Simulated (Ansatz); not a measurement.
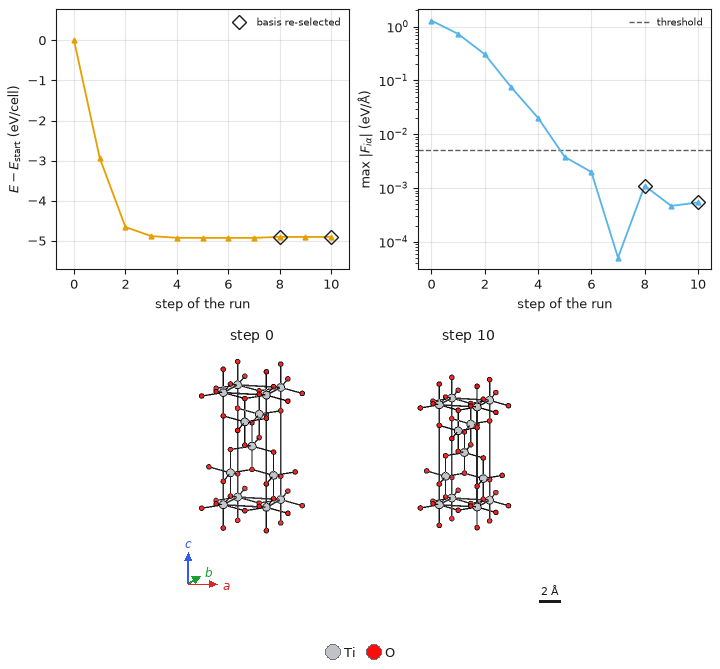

First and last geometry of a relaxation of a crystal of TiO$_{2}$ (built on the anatase type), with the history of the run. Style: ball-and-stick. Shown: the conventional cell (2 times the calculation's cell), slightly off an axis. Lengths and directions refer to the drawn axes.

Computed with DFT, PBE, plane waves, PAW (Ansatz). Settings: plane-wave cutoff 420 eV; k-point mesh 8 × 8 × 8; occupations fermi dirac; smearing width 0.02 eV; no spin polarisation; cell and atoms relaxed; force threshold 0.005 eV/Å.

Question: Did the run converge, and what did it change?

Answer: It converged. The largest moves relative to the cell, 0.015 Å, are those of O atoms. Ti stays in place. The volume changes by −31.6 %, with a = b 4.336 → 3.799 Å (−12.4 %), c 10.884 → 9.702 Å (−10.9 %). Near-neighbour distances that change, for instance: Ti–Ti 3.479 → 3.081 Å, O–Ti 2.216 → 1.946 Å, O–Ti 2.264 → 2.003 Å. The space group stays I4_1/amd (No. 141). The energy falls by 4.903 eV per cell of the calculation in 8 accepted moves (10 points after the start). The largest force component goes from 1.3 to 0.00054 eV/Å. Pressure: −34.08 GPa at the start and −0.01 GPa at the end. The SCF was repeated twice at an unchanged geometry on a basis and grid sized afresh for the cell, which shifted the energy by 24.2 meV per cell of the calculation at most.

```tsv
step	E − E(0), meV/atom	largest force component, eV/Å	pressure, GPa	volume, Å³/atom	note
0	0.00	1.2950	-34.08	17.055	
1	-489.42	0.7319	-27.80	14.763	
2	-776.29	0.3069	-10.78	12.633	
3	-813.79	0.0740	7.47	11.294	
4	-820.89	0.0202	-0.37	11.710	
5	-821.16	0.0038	0.04	11.698	
6	-821.18	0.0020	0.08	11.705	
7	-821.16	0.0001	0.00	11.710	
8	-817.13	0.0011	-0.66	11.710	same geometry, new basis
9	-817.40	0.0005	0.02	11.667	
10	-817.23	0.0005	-0.01	11.667	same geometry, new basis
```
